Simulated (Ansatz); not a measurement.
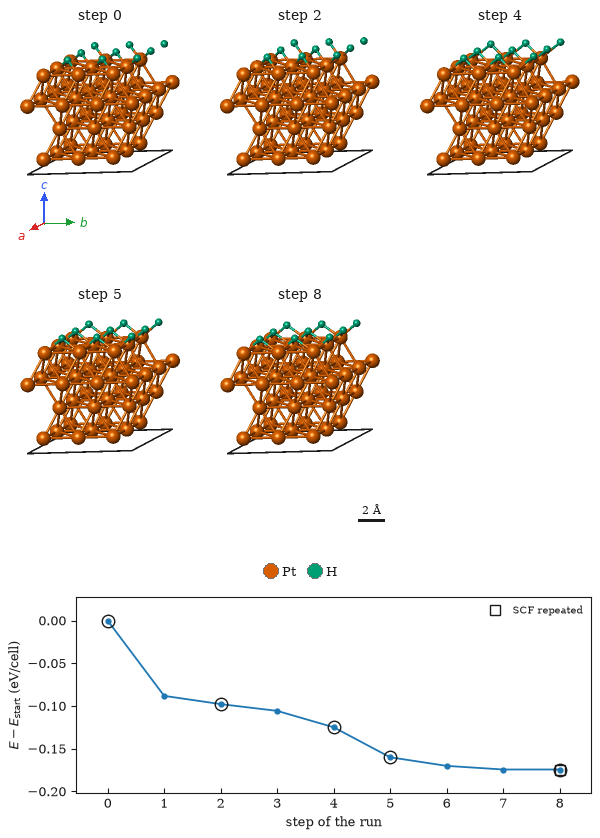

Frames of a constrained relaxation of a slab of composition HPt₄ (cut from the Fm-3m phase), marked on the history of the run. The picture is a ball-and-stick view of the 3 × 3 repeat of the cell, outlined in the plane, without the vacuum, seen slightly off an axis.

Case: H put at a bridge Pt-Pt site. The slab is the (1 1 1) face of Pt with H on it. 2 atoms are held fixed.

Method: Ansatz 0.2.0, DFT PBEsol, scalar-relativistic, plane waves, PAW.

Input file:
```yaml
crystal:
  lattice:
    - [2.7704872837, 0.0, 0.0]
    - [-1.3852436419, 2.3993123686, 0.0]
    - [0.0, 0.0, 25.7862801841]
  atoms:
    - { symbol: Pt, position: [0.6666666667, 0.3333333333, 0.329632655] }
    - { symbol: Pt, position: [0.3333333333, 0.6666666667, 0.4173573434] }
    - { symbol: Pt, position: [0.0, 0.0, 0.5040837654] }
    - { symbol: Pt, position: [0.6666666667, 0.3333333333, 0.5920075958] }
    - { symbol: H, position: [0.1666666667, -0.1666666667, 0.6284610894] }
basis:
  ecutwfc: 420
kpoints:
  mp_grid: { grid: [12, 12, 1] }
hamiltonian:
  xc: pbesol
scf:
  occupations: { method: gaussian, width: 0.1 }
output:
  forces: true
  eigenvalues: true
  write_density: true
  write_potential: true
  elf: true
  volumetric_format: npy
relax:
  adjacent_minimum: "off"
  f_tol: 0.03
  max_steps: 70
  constraints: [{ sites: [0, 1] }]
efield:
  axis: 3
  dipole_correction: true
  ramp_width: 0.04
```

Run as
```bash
ansatz run input.yaml --threads 2 --pin off --max-ram 5120MiB --backend cpu --events-out ev --progress --plain --runs-dir out
```

### Describe the path.

The energy falls by 0.174 eV per cell of the calculation in 7 accepted moves (8 points after the start). The largest force component goes from 1.1 to 0.01 eV/Å. 1 step only repeated the SCF at the same geometry. The largest move is that of H5, 0.77 Å within the plane. By element the largest moves are H 0.77 Å, Pt 0.10 Å. The cell stays as it was. Some distances before and after: Pt4–H5 2.577 → 1.854 Å, Pt4–H5 (another image) 1.674 → 1.846 Å, Pt3–Pt4 2.775 → 2.836 Å, Pt2–Pt3 2.750 → 2.781 Å. Bond angles that change, for instance: Pt4–H5–Pt4 111.7° → 97.2°. The run took 2.2 min on 2 threads of Intel(R) Xeon(R) Platinum 8375C CPU @ 2.90GHz (Ice Lake) (shared host), peak memory 0.62 GiB. From step 0 to 2: H5 moves most (0.24 Å), energy −97.8 meV per cell of the calculation. From step 2 to 4: H5 moves most (0.34 Å), energy −27.1 meV per cell of the calculation. From step 4 to 5: H5 moves most (0.19 Å), energy −35.1 meV per cell of the calculation. From step 5 to 8: H5 moves most (0.21 Å), energy −14.3 meV per cell of the calculation.

```json
{"step": "0", "E − E(0), meV/atom": "0.00", "largest force component, eV/Å": "1.0737", "note": ""}
{"step": "1", "E − E(0), meV/atom": "-17.62", "largest force component, eV/Å": "0.3354", "note": ""}
{"step": "2", "E − E(0), meV/atom": "-19.55", "largest force component, eV/Å": "0.0429", "note": ""}
{"step": "3", "E − E(0), meV/atom": "-21.13", "largest force component, eV/Å": "0.1076", "note": ""}
{"step": "4", "E − E(0), meV/atom": "-24.97", "largest force component, eV/Å": "0.1509", "note": ""}
{"step": "5", "E − E(0), meV/atom": "-31.99", "largest force component, eV/Å": "0.1219", "note": ""}
{"step": "6", "E − E(0), meV/atom": "-34.00", "largest force component, eV/Å": "0.0859", "note": ""}
{"step": "7", "E − E(0), meV/atom": "-34.85", "largest force component, eV/Å": "0.0104", "note": ""}
{"step": "8", "E − E(0), meV/atom": "-34.85", "largest force component, eV/Å": "0.0104", "note": "same geometry, SCF repeated"}
```

Limits of the set-up: the periodic images lie only 2.8 Å apart, so the values are limited by the cell's size.
